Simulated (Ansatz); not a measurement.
## Molecular dynamics of Ge (part 2 of 2)

Ge (defect cell, 17 atoms in the cell); DFT PBE-D3(BJ), scalar-relativistic, plane waves, PAW, no spin polarisation (Ansatz 0.2.0); cutoff 420 eV, 2×2×2 k-mesh, Fermi–Dirac smearing of 0.05 eV. It belongs to a series of runs on one base structure; here: dynamics from the start.

Geometry of the input (Å; fractional positions):
```
0.0000  5.6600  5.6600
5.6600  0.0000  5.6600
5.6600  5.6600  0.0000
Ge -0.0001  -0.0001  -0.0001
Ge 0.1240  0.1237  0.1238
Ge 0.0058  0.0054  0.4940
Ge 0.1236  0.1234  0.6282
Ge 0.0058  0.4940  0.0055
Ge 0.1236  0.6282  0.1234
Ge 0.0057  0.4936  0.4937
Ge 0.1323  0.6221  0.6221
Ge 0.4942  0.0054  0.0055
Ge 0.6282  0.1235  0.1235
Ge 0.4938  0.0054  0.4937
Ge 0.6224  0.1319  0.6222
Ge 0.4938  0.4937  0.0054
Ge 0.6224  0.6221  0.1320
Ge 0.4999  0.4995  0.4996
Ge 0.6224  0.6221  0.6222
Ge 0.7499  0.7495  0.7496
```

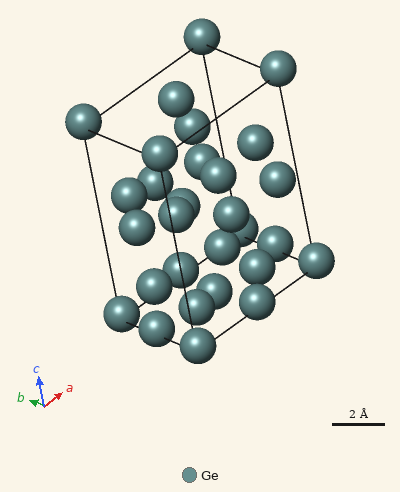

Fig. 1: The geometry at step 112 of the log (spheres-only view of the cell of the calculation, seen slightly off an axis).

### Output, continued
```
md step    94: t =   282.00 fs  T =   903.5 K  F+E_penalty+E_count = -73013.83982775 eV  E_kin = 1.985352 eV  (5 SCF iters)
md step    95: t =   285.00 fs  T =   999.2 K  F+E_penalty+E_count = -73013.83061362 eV  E_kin = 2.195762 eV  (6 SCF iters)
md step    96: t =   288.00 fs  T =  1066.5 K  F+E_penalty+E_count = -73013.80828711 eV  E_kin = 2.343582 eV  (6 SCF iters)
md step    97: t =   291.00 fs  T =  1112.6 K  F+E_penalty+E_count = -73013.76569333 eV  E_kin = 2.444916 eV  (6 SCF iters)
md step    98: t =   294.00 fs  T =  1023.4 K  F+E_penalty+E_count = -73013.70240117 eV  E_kin = 2.248853 eV  (6 SCF iters)
md step    99: t =   297.00 fs  T =   862.9 K  F+E_penalty+E_count = -73013.63362066 eV  E_kin = 1.896050 eV  (6 SCF iters)
md step   100: t =   300.00 fs  T =   752.1 K  F+E_penalty+E_count = -73013.57898848 eV  E_kin = 1.652707 eV  (7 SCF iters)
md step   101: t =   303.00 fs  T =   765.4 K  F+E_penalty+E_count = -73013.53712135 eV  E_kin = 1.681915 eV  (6 SCF iters)
md step   102: t =   306.00 fs  T =   660.9 K  F+E_penalty+E_count = -73013.50223862 eV  E_kin = 1.452191 eV  (5 SCF iters)
md step   103: t =   309.00 fs  T =   659.6 K  F+E_penalty+E_count = -73013.48131195 eV  E_kin = 1.449364 eV  (5 SCF iters)
md step   104: t =   312.00 fs  T =   719.5 K  F+E_penalty+E_count = -73013.47224435 eV  E_kin = 1.580946 eV  (6 SCF iters)
md step   105: t =   315.00 fs  T =   730.1 K  F+E_penalty+E_count = -73013.46681493 eV  E_kin = 1.604374 eV  (5 SCF iters)
md step   106: t =   318.00 fs  T =   749.4 K  F+E_penalty+E_count = -73013.46570452 eV  E_kin = 1.646642 eV  (6 SCF iters)
md step   107: t =   321.00 fs  T =   847.6 K  F+E_penalty+E_count = -73013.46049436 eV  E_kin = 1.862488 eV  (6 SCF iters)
md step   108: t =   324.00 fs  T =   814.3 K  F+E_penalty+E_count = -73013.43831172 eV  E_kin = 1.789405 eV  (6 SCF iters)
md step   109: t =   327.00 fs  T =   799.7 K  F+E_penalty+E_count = -73013.41431208 eV  E_kin = 1.757266 eV  (6 SCF iters)
md step   110: t =   330.00 fs  T =   805.5 K  F+E_penalty+E_count = -73013.39956290 eV  E_kin = 1.769962 eV  (7 SCF iters)
md step   111: t =   333.00 fs  T =   755.1 K  F+E_penalty+E_count = -73013.38489108 eV  E_kin = 1.659203 eV  (6 SCF iters)
md step   112: t =   336.00 fs  T =   738.0 K  F+E_penalty+E_count = -73013.35908857 eV  E_kin = 1.621702 eV  (6 SCF iters)
md step   113: t =   339.00 fs  T =   730.8 K  F+E_penalty+E_count = -73013.32321770 eV  E_kin = 1.605887 eV  (6 SCF iters)
md step   114: t =   342.00 fs  T =   688.4 K  F+E_penalty+E_count = -73013.29212908 eV  E_kin = 1.512612 eV  (6 SCF iters)
md step   115: t =   345.00 fs  T =   662.0 K  F+E_penalty+E_count = -73013.26860035 eV  E_kin = 1.454596 eV  (6 SCF iters)
md step   116: t =   348.00 fs  T =   570.0 K  F+E_penalty+E_count = -73013.25305307 eV  E_kin = 1.252520 eV  (6 SCF iters)
md step   117: t =   351.00 fs  T =   566.8 K  F+E_penalty+E_count = -73013.24219310 eV  E_kin = 1.245414 eV  (6 SCF iters)
md step   118: t =   354.00 fs  T =   628.0 K  F+E_penalty+E_count = -73013.23290980 eV  E_kin = 1.380066 eV  (6 SCF iters)
md step   119: t =   357.00 fs  T =   732.2 K  F+E_penalty+E_count = -73013.23247250 eV  E_kin = 1.608870 eV  (6 SCF iters)
md step   120: t =   360.00 fs  T =   648.4 K  F+E_penalty+E_count = -73013.24231617 eV  E_kin = 1.424787 eV  (7 SCF iters)
md step   121: t =   363.00 fs  T =   627.0 K  F+E_penalty+E_count = -73013.26343089 eV  E_kin = 1.377878 eV  (6 SCF iters)
md step   122: t =   366.00 fs  T =   646.1 K  F+E_penalty+E_count = -73013.28794266 eV  E_kin = 1.419804 eV  (6 SCF iters)
SCF 230 converged in 6 iterations: F = -73013.048533 eV  dr2 = 1.29e-9
md step   229: t =   687.00 fs  T =   901.0 K  F+E_penalty+E_count = -73013.04853265 eV  E_kin = 1.979970 eV  (6 SCF iters)
iter 1 solved again at ethr=1.84e-6 eV; its pass at ethr=3.10e-3 eV (dr2=4.38e-3 eV) is discarded
SCF iter   1: F=—  HF=-73013.035572 eV  |F-HF|=—  |Δ(HF+E_count)|=         —  Δρ=1.14e-3  dr2=4.53e-3  ethr=1.84e-6  ⟨swp⟩=2.6  Hψ=6134  notcnv=0
preconditioner: auto → LDOS  [metal: Δε(μ)=0.017 eV  Ē_g=22.094 eV  σ=0.050 eV  W_gap=0.08  n_scr=112 (ndim 8)  ℏωp=30.1 eV  f_vac=0.014  D(μ)=7.96/eV (n_scr^D=58)  β→1.0]
SCF iter   2: F=—  HF=-73013.035226 eV  |F-HF|=—  |Δ(HF+E_count)|=   3.46e-4  Δρ=3.78e-4  dr2=9.37e-4  ethr=1.84e-6  ⟨swp⟩=2.0  Hψ=2038  notcnv=0
SCF iter   3: F=—  HF=-73013.035005 eV  |F-HF|=—  |Δ(HF+E_count)|=   2.21e-4  Δρ=1.22e-4  dr2=1.41e-4  ethr=3.94e-7  ⟨swp⟩=2.0  Hψ=2052  notcnv=0
SCF iter   4: F=—  HF=-73013.034973 eV  |F-HF|=—  |Δ(HF+E_count)|=   3.21e-5  Δρ=3.30e-5  dr2=7.82e-6  ethr=5.93e-8  ⟨swp⟩=2.2  Hψ=1581  notcnv=0
SCF iter   5: F=—  HF=-73013.034929 eV  |F-HF|=—  |Δ(HF+E_count)|=   4.44e-5  Δρ=9.15e-6  dr2=3.98e-7  ethr=3.29e-9  ⟨swp⟩=2.1  Hψ=2131  notcnv=0
SCF iter   6: F=—  HF=-73013.034929 eV  |F-HF|=—  |Δ(HF+E_count)|=   7.58e-9  Δρ=2.49e-6  dr2=2.40e-8  ethr=1.67e-10  ⟨swp⟩=2.0  Hψ=2098  notcnv=0
SCF iter   7: F=-73013.034929 eV  HF=-73013.034929 eV  |F-HF|=1.89e-10  |Δ(HF+E_count)|=   9.11e-9  Δρ=7.77e-7  dr2=2.91e-9  ethr=7.14e-12  ⟨swp⟩=4.0  Hψ=3343  notcnv=0
WARN: dispersion: an atom stands within reach of a switch of its C6 between two reference coordination numbers of its element: through that C6 alone, e_disp changes by 0.025 eV or more while the distances to its neighbours run over a stretch of 0.05 Å that contains this geometry (sites counted from 0 in the run's list of atoms or, in a supercell that it derives, in that cell's: here a list of 17) — site 3 (Ge): coordination number 3.562 (about 3.29 to 3.83 with every neighbour 0.05 Å farther or nearer), switch near 3.408 between the references 3.897 (weight 0.77) and 2.919 (weight 0.23), e_disp changing by some 0.04 eV; site 10 (Ge): coordination number 3.766 (about 3.32 to 4.22 with every neighbour 0.05 Å farther or nearer), switch near 3.408 between the references 3.897 (weight 0.94) and 2.919 (weight 0.06), e_disp changing by some 0.05 eV; some 0.09 eV in sum. This is how the published method behaves, and the energy and the forces stay consistent. Where you compare this geometry's total energy with another's, compare their components.e_disp too, and, where the geometries are yours to choose, keep both on one side of the switch, which a site's coordination number tells: a relaxation that ends in reach of it can search the other side under relax.adjacent_minimum: search, except where no move that the cell, the constraints and the symmetry allow carries the atom there
SCF 231 converged in 7 iterations: F = -73013.034929 eV  dr2 = 2.91e-9
md step   230: t =   690.00 fs  T =   800.3 K  F+E_penalty+E_count = -73013.03492878 eV  E_kin = 1.758505 eV  (7 SCF iters)
```

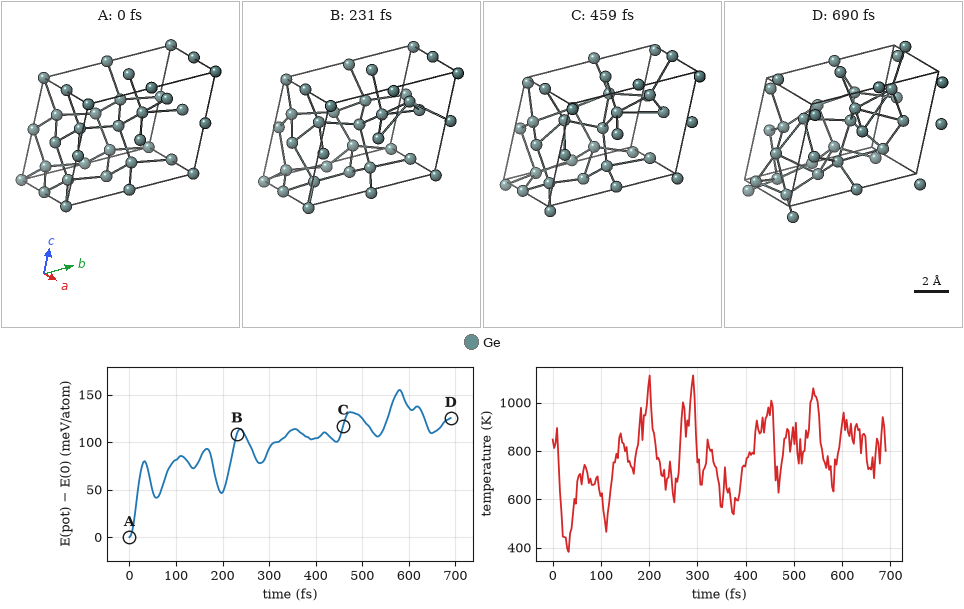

Fig. 2: Frames of the molecular dynamics (ball-and-stick, reduced simulation cell, seen slightly off an axis) above the curves, on which the letters mark them. The trajectory kept here has 231 frames over 690 fs. The temperature starts at 847 K, ranges from 382 to 1113 K and averages 807 K over the second half. The potential energy ends 125.4 meV/atom above its first value. With the common drift removed, the root-mean-square displacement is 0.81 Å.

```
SCF converged after 7 iterations
Free energy (F): -73013.034929 eV
Harris-Foulkes:  -73013.034929 eV  (|F-HF|=1.89e-10)
Internal energy: -73012.968778 eV  (E = F + TS)
E sigma→0 (E₀):  -73013.001854 eV
Entropy (-TS):   -0.066151 eV (-3.891 meV/atom)
Fermi energy:    9.152004 eV
--- Per-component energies (eV) ---
  E_band       = -2357.473803
  E_kinetic    = 1887.464473
  E_local      = -40238.759385  (includes V_loc(G=0)·N_el)
  E_nonlocal   = 7084.938297
  E_hartree    = 17631.757916
  E_xc         = -1285.356911
  E_vxc        = -1097.961391  (∫ρ·V_xc dr)
  E_paw        = -34303.516602  (= ΣΔE_a)
  E_vpaw       = -5256.676528  (= ΣTr[D̂ρ^β])
  E_aug_tail   = 0.005054  (compensation charges beyond the density's cutoff)
  E_ewald      = -23784.160179
  E_disp       = -5.341441  (pairwise vdW)
  E_smearing   = -0.066151  (= −TS)
  E_closure    = 0.000000  (closes the sum)
  Σ components = -73013.034929   (vs F -73013.034929, Δ=0.00e0)
--- Forces (eV/Å), atoms counted from 1 ---
  atom   1  Ge    -0.75637236     0.45355889     0.30296117
  atom   2  Ge    -0.45384516    -0.27011718    -0.54525872
  atom   3  Ge    -0.32064293     1.37836172    -0.41140613
  atom   4  Ge    -0.76632865     0.89635662    -0.10201914
  atom   5  Ge     0.28231783    -1.25157399    -0.12757453
  atom   6  Ge     0.47224193     0.86663175     0.32429880
  atom   7  Ge     0.10965181    -0.90705611     0.30641914
  atom   8  Ge     0.50830567    -0.26364682    -0.22569838
  atom   9  Ge    -0.19413315     0.24732442     0.12806103
  atom  10  Ge    -0.75946768    -0.29003378    -0.61740547
  atom  11  Ge     0.63990524     0.04667611    -0.63866448
  atom  12  Ge     0.49620210    -0.72801383     0.93277165
  atom  13  Ge     0.96076185    -1.43948517    -0.56590000
  atom  14  Ge     0.13581987     0.27812769     1.15062272
  atom  15  Ge    -0.40691470     0.56121828     0.08219419
  atom  16  Ge     0.03642361     0.33132087     0.97884294
  atom  17  Ge     0.01607277     0.09034530    -0.97224422
  max |Σ_I F_I| component: 5.24e-6 eV/Å
--- MD trajectory: 230 steps, t = 0.0 → 690.0 fs ---
  final state: T = 800.3 K   F+E_penalty+E_count = -73013.03492878 eV   E_kin = 1.758505 eV
```

### Trajectory as extended XYZ (Å, eV, eV/Å), 6 of the 231 frames kept, from step=0 to step=230
```
17
Lattice="0.0000 5.6600 5.6600 5.6600 0.0000 5.6600 5.6600 5.6600 0.0000" Properties=species:S:1:pos:R:3:forces:R:3 step=0 time_fs=0.0 energy=-73015.16621 temperature=847.1
Ge   -0.0013   -0.0010   -0.0010    0.0003  -0.0001   0.0000
Ge    1.4008    1.4023    1.4020    0.0015   0.0003   0.0005
Ge    2.8268    2.8288    0.0633   -0.0047  -0.0061  -0.0012
Ge    4.2541    4.2553    1.3983    0.0023   0.0012   0.0063
Ge    2.8269    0.0636    2.8285   -0.0050  -0.0013  -0.0062
Ge    4.2542    1.3984    4.2552    0.0022   0.0062   0.0013
Ge    5.5880    2.8261    2.8260   -0.0011   0.0079   0.0074
Ge    7.0422    4.2701    4.2698   -0.0040  -0.0026  -0.0027
Ge    0.0617    2.8283    2.8279   -0.0008  -0.0045  -0.0043
Ge    1.3977    4.2547    4.2545    0.0065   0.0018   0.0020
Ge    2.8249    5.5894    2.8254    0.0070   0.0002   0.0089
Ge    4.2681    7.0441    4.2694   -0.0031  -0.0038  -0.0025
Ge    2.8250    2.8257    5.5891    0.0067   0.0091  -0.0001
Ge    4.2681    4.2698    7.0437   -0.0031  -0.0025  -0.0038
Ge    5.6551    5.6574    5.6569    0.0011   0.0005   0.0007
Ge    7.0428    7.0443    7.0440   -0.0090  -0.0095  -0.0094
Ge    8.4847    8.4868    8.4864    0.0032   0.0032   0.0032
17
Lattice="0.0000 5.6600 5.6600 5.6600 0.0000 5.6600 5.6600 5.6600 0.0000" Properties=species:S:1:pos:R:3:forces:R:3 step=46 time_fs=138.0 energy=-73013.93543 temperature=855.4
Ge    0.1632   -0.1120   -0.0886   -0.1515   0.2078   0.6292
Ge    1.6105    1.5205    1.3207    0.0400  -1.4936  -1.3190
Ge    3.1166    2.6318   -0.2127    0.3825   0.3616   0.5128
Ge    4.2195    4.2430    1.3454    0.6612  -0.0730  -0.2435
Ge    2.5907   -0.0482    2.8877   -0.0539   0.6779   0.5856
Ge    4.2960    1.1945    4.1685    0.8133   0.5736  -0.5429
Ge    5.7423    2.8299    2.7057   -1.0129  -0.4739   0.3337
Ge    7.0059    4.1083    4.4505    0.5980  -0.9230  -0.8906
Ge    0.1985    2.7827    2.6216    0.1911   1.4712   0.8500
Ge    1.6472    4.1666    4.1884   -1.0493   0.1822  -0.3828
Ge    2.7865    5.6937    2.7141    0.3834  -0.1262  -0.5616
Ge    4.6565    6.8620    3.9964   -1.0294   0.0482  -0.1733
Ge    3.0290    2.7834    5.5308    1.0023   0.1737  -0.4229
Ge    4.2247    4.3939    7.1741    1.0836   0.8298  -1.1753
Ge    5.6466    5.5526    5.6813    0.1434   0.4590   0.3756
Ge    7.1123    7.1461    6.7505   -0.5145  -0.3949   1.1112
Ge    8.7086    8.5056    8.3412   -1.4873  -1.5004   1.3140
17
Lattice="0.0000 5.6600 5.6600 5.6600 0.0000 5.6600 5.6600 5.6600 0.0000" Properties=species:S:1:pos:R:3:forces:R:3 step=92 time_fs=276.0 energy=-73013.82825 temperature=858.1
Ge    0.2206    0.1929   -0.0567   -0.9140  -0.1002   0.4678
Ge    1.5011    1.5485    1.4760    0.0827   0.0872  -0.0292
Ge    3.1736    2.1001   -0.2293    0.1414   1.0267  -0.0912
Ge    4.1768    4.2068    0.8461    0.1616  -0.2606  -0.0417
Ge    3.0044    0.2361    2.8774   -1.0597  -0.8517   0.2280
Ge    4.6315    1.5554    3.9951   -0.1241  -0.3218   0.7858
Ge    5.6613    2.9745    2.4477    0.4579   0.6802  -0.8159
Ge    7.3218    3.9943    4.0141    0.0283   0.7028   0.7435
Ge    0.0269    3.0836    2.6632    1.0498   0.5734   0.3883
Ge    1.5149    4.3517    4.3409    0.4726  -1.0295  -0.8593
Ge    2.8510    5.3746    2.5678   -0.0863   0.4428  -0.4797
Ge    4.7977    6.6800    3.7055   -0.9799   0.1611  -0.9800
Ge    3.0806    2.7399    5.4658   -0.0923   0.8285  -1.1605
Ge    4.0866    4.4134    6.9522    1.2391   0.8867  -0.9308
Ge    5.8628    5.5549    5.4026    0.0862  -1.9870   0.9121
Ge    7.0871    7.1368    6.6409   -0.3631  -0.5990   0.8999
Ge    8.6790    8.1618    8.2277   -0.1002  -0.2397   0.9630
17
Lattice="0.0000 5.6600 5.6600 5.6600 0.0000 5.6600 5.6600 5.6600 0.0000" Properties=species:S:1:pos:R:3:forces:R:3 step=138 time_fs=414.0 energy=-73013.32190 temperature=793.1
Ge   -0.0248    0.1971    0.0554    0.5952   0.9111  -0.6844
Ge    1.5792    1.4149    1.3799   -0.0284   0.5380   1.0122
Ge    3.1454    2.2101   -0.3311    0.5517   0.4737  -0.2261
Ge    4.0235    4.3345    0.7922   -1.0115  -0.9940   0.3621
Ge    3.2818    0.2278    2.8879   -0.6380  -0.0562  -1.3119
Ge    4.7887    1.7504    3.9470   -0.5422   0.2846   0.9557
Ge    5.6662    3.2155    2.2587    1.1646  -0.2445   0.1286
Ge    7.7039    4.0825    3.8719   -0.7255  -0.7176   0.1589
Ge   -0.0574    3.1787    2.4955    2.0274  -0.1502   0.3435
Ge    1.3367    4.6568    4.1336   -0.4408  -1.4564   0.1319
Ge    2.7310    5.5922    2.4998    1.0595   0.3316  -0.2807
Ge    4.9897    6.7222    3.8440   -1.0092  -0.1621  -0.3865
Ge    2.7528    2.7930    5.1032   -0.4657  -0.4637  -0.4254
Ge    4.0149    4.3179    6.6113    0.3804   1.6788  -0.4035
Ge    6.0143    4.9943    5.3675   -0.2558  -0.0949   0.0629
Ge    6.8745    6.8860    6.6001   -0.1161   1.0117   0.0259
Ge    8.8014    8.1281    7.9378   -0.5455  -0.8901   0.5365
17
Lattice="0.0000 5.6600 5.6600 5.6600 0.0000 5.6600 5.6600 5.6600 0.0000" Properties=species:S:1:pos:R:3:forces:R:3 step=184 time_fs=552.0 energy=-73013.09236 temperature=947.2
Ge   -0.3805    0.1534    0.0033   -0.2552   0.7836   0.1394
Ge    1.2987    1.1970    1.5902    0.4444  -0.5222   0.1026
Ge    3.2357    1.9690    0.0842   -0.0671  -0.1673  -0.4607
Ge    3.9417    4.0540    1.2447    0.0567   0.2187  -0.1924
Ge    3.3621    0.0014    2.8490   -0.4687   0.1146  -0.1809
Ge    4.8795    1.9213    3.7242   -1.5684  -1.0748   1.7346
Ge    6.0330    3.0656    2.1014    1.1857   0.1085  -1.3581
Ge    7.8098    3.5982    3.9726   -0.0335   0.4712   0.0746
Ge    0.1862    3.3355    2.1139    1.0590   0.2217   0.6709
Ge    1.0378    4.6034    4.1625   -0.2004  -0.4884  -0.6223
Ge    2.4590    5.6057    2.4609    0.2627  -0.0620  -0.1114
Ge    4.7035    6.5805    3.5216    0.0202   0.0622   0.1396
Ge    2.7050    2.9606    4.7575    0.5348  -0.9282   0.7280
Ge    4.2381    4.6147    6.3315   -2.0029  -0.0925   0.5933
Ge    5.9763    5.0504    4.9130    1.2686  -0.8397  -1.2085
Ge    7.0128    6.7268    6.2144    0.5055   1.9939   0.5125
Ge    9.1495    8.1427    7.7389   -0.7414   0.2007  -0.5611
17
Lattice="0.0000 5.6600 5.6600 5.6600 0.0000 5.6600 5.6600 5.6600 0.0000" Properties=species:S:1:pos:R:3:forces:R:3 step=230 time_fs=690.0 energy=-73013.03493 temperature=800.3
Ge   -0.2072   -0.0573    0.1723   -0.7564   0.4536   0.3030
Ge    1.2742    1.1583    1.8077   -0.4538  -0.2701  -0.5453
Ge    3.4296    1.4531   -0.1663   -0.3206   1.3784  -0.4114
Ge    3.9854    3.5879    1.3561   -0.7663   0.8964  -0.1020
Ge    3.1915    0.0457    2.6574    0.2823  -1.2516  -0.1276
Ge    4.6687    1.4978    3.8737    0.4722   0.8666   0.3243
Ge    6.1844    3.0903    2.2083    0.1097  -0.9071   0.3064
Ge    7.9709    3.5637    3.9342    0.5083  -0.2636  -0.2257
Ge    0.4218    3.4750    1.7255   -0.1941   0.2473   0.1281
Ge    0.7249    4.1969    4.1151   -0.7595  -0.2900  -0.6174
Ge    2.4102    5.4876    2.6697    0.6399   0.0467  -0.6387
Ge    4.9960    6.7132    3.4497    0.4962  -0.7280   0.9328
Ge    2.7696    3.1547    4.6594    0.9608  -1.4395  -0.5659
Ge    3.9889    4.7474    5.9343    0.1358   0.2781   1.1506
Ge    6.4244    4.9129    5.2591   -0.4069   0.5612   0.0822
Ge    7.1196    7.1798    6.0377    0.0364   0.3313   0.9788
Ge    9.2288    8.1118    7.6972    0.0161   0.0903  -0.9722
```

### Results in brief

```tsv
quantity	value
outcome	finished
mean temperature over the second half	807 K
trajectory	230 steps, 690 fs
ensemble	nvt_langevin
temperature in the input	900.0 K
time step	3 fs
electrons treated	238
potential energy (free energy of the electrons) (last step)	−73013.0349 eV
Fermi energy (last step)	9.152 eV
largest force (length of the vector) (last step)	1.821 eV/Å
wall time	23 min (CPU time 45 min)
peak memory	1.4 GiB
```

### Remarks

The input asks for low accuracy.
